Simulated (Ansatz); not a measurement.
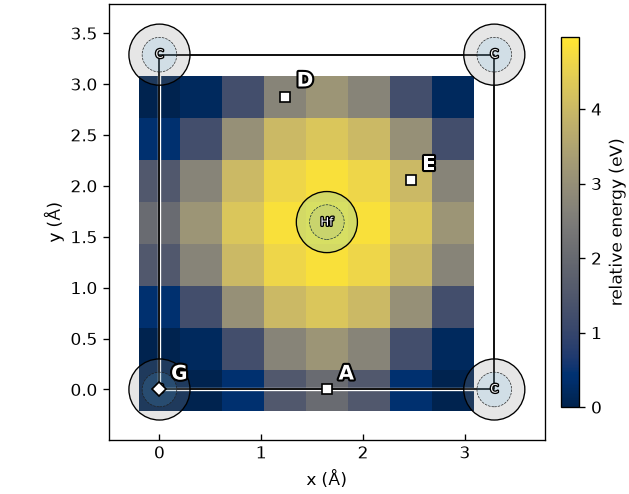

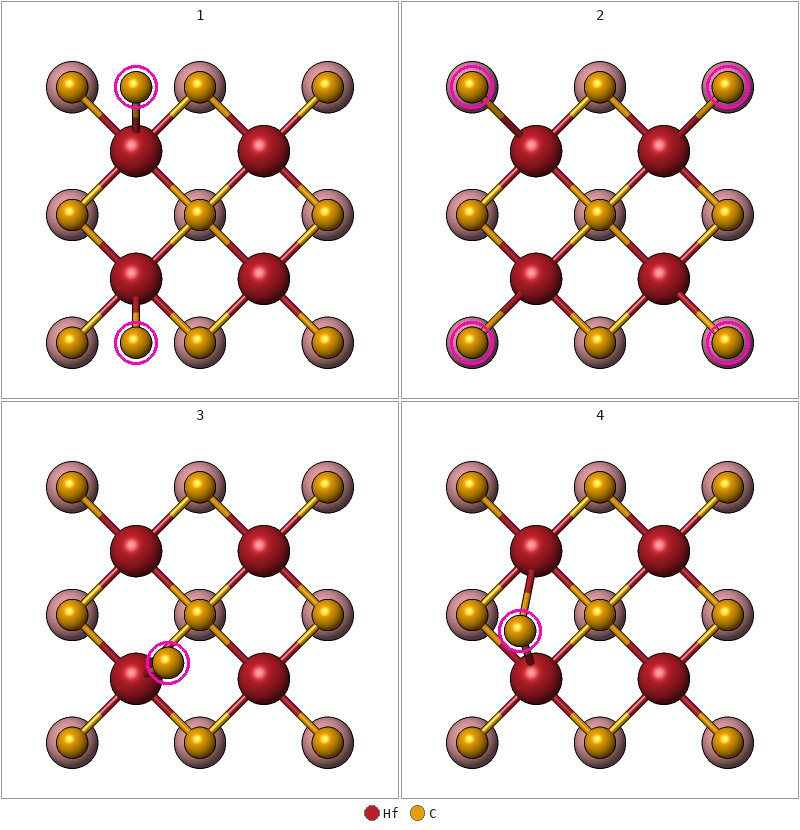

C on a HfC(100) slab cut from the Fm-3m phase, its upper half relaxed before the scan (24 atoms of substrate and one adsorbate in a 2 × 2 cell). C is moved over the surface cell; relaxed at each place: the height of the adsorbate's atoms; substrate rigid; the origin of the map has the adsorbate above C21. Places are given modulo a cell vector. The map is drawn in real space over the plane of the surface. Grid: 8 × 8 points; 15 points were computed and 49 follow by symmetry. Places are given in fractions of the 1 × 1 surface cell. All energies are given in eV relative to the lowest grid point. These are results of DFT PBE, scalar-relativistic, plane waves, PAW (Ansatz), not measurements. Settings: cutoff 420 eV, k-mesh 4×4×1, gaussian smearing 0.1 eV, no spin polarisation.

The picture shows one coloured cell a grid point, labelled circles for the atoms of the top layer and small ones for the second layer, the outline of one cell of the plane, lettered points. The numbered pictures are the structures at these points, in random order. Rings mark the moved atoms.

> Which structure belongs to which point?

A is structure 1: a fourfold hollow (C–C–Hf–Hf), (4/8, 0/8) of the cell vectors, 2.05 eV; D is structure 4: (3/8, 7/8) of the cell vectors [nearest 1 C at 1.92 Å], 2.70 eV; E is structure 3: (6/8, 5/8) of the cell vectors [nearest 1 Hf at 2.06 Å], 4.00 eV; G is structure 2: the top site over a surface C atom, (0/8, 0/8) of the cell vectors, 0.00 eV.
